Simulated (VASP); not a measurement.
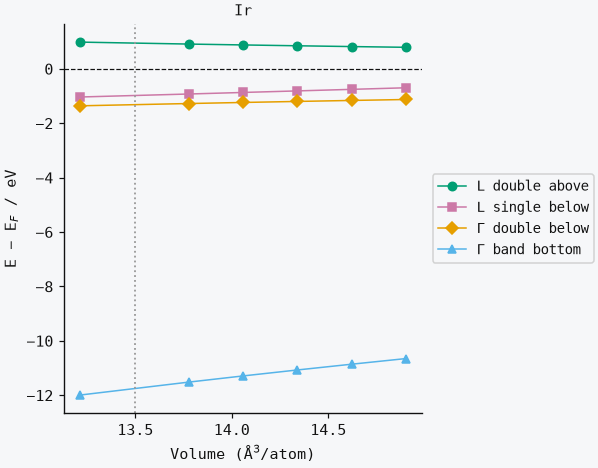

Levels at named k points against volume, from the Fermi level of each run. Each is named by its point, its degeneracy (spin aside) and its side of the Fermi level at the middle volume, where it is the nearest level on that side; the band bottom is the lowest valence level above the core-like shells. One run is left out (dotted line).

System: fcc Ir, space group Fm-3m (No. 225), 1 atom in the primitive cell. The cell is scaled at fixed shape and fractional positions; at the middle volume, cubic a = 3.831 Å. Method: PBEsol, VASP PAW PBE potentials, release 64 (Ir), no spin polarisation, no spin-orbit coupling, 12×12×12 k mesh, 520 eV cutoff, Fermi-Dirac smearing of 0.05 eV (VASP 6.6.1).

```
       volume  L double above (eV)  L single below (eV)  Γ double below (eV)  Γ band bottom (eV)
13.22 Å³/atom                 0.98                −1.04                −1.36              −11.99
13.78 Å³/atom                 0.91                −0.93                −1.28              −11.52
14.06 Å³/atom                 0.88                −0.87                −1.24              −11.29
14.34 Å³/atom                 0.85                −0.81                −1.20              −11.07
14.62 Å³/atom                 0.82                −0.76                −1.16              −10.86
14.90 Å³/atom                 0.79                −0.70                −1.13              −10.65
```

Estimate the levels at 13.50 Å³/atom.

Answer. Fits against the logarithm of the volume give +0.94 eV for L double above, −0.98 eV for L single below, −1.32 eV for Γ double below and −11.75 eV for Γ band bottom. The run gives +0.94, −0.98, −1.32 and −11.75 eV; the largest miss is under 0.01 eV.

How does the occupied bandwidth scale with volume?

Answer. The Fermi level lies 11.99 eV above the band bottom at the smallest volume and 10.65 eV at the largest, a power law of about V^−0.99.

The PAW data sets were made with another functional. Spin-orbit coupling is left out, which matters for Ir. The Fermi level is that of this mesh and smearing. The pressure runs from 29 to −19 GPa along the series.
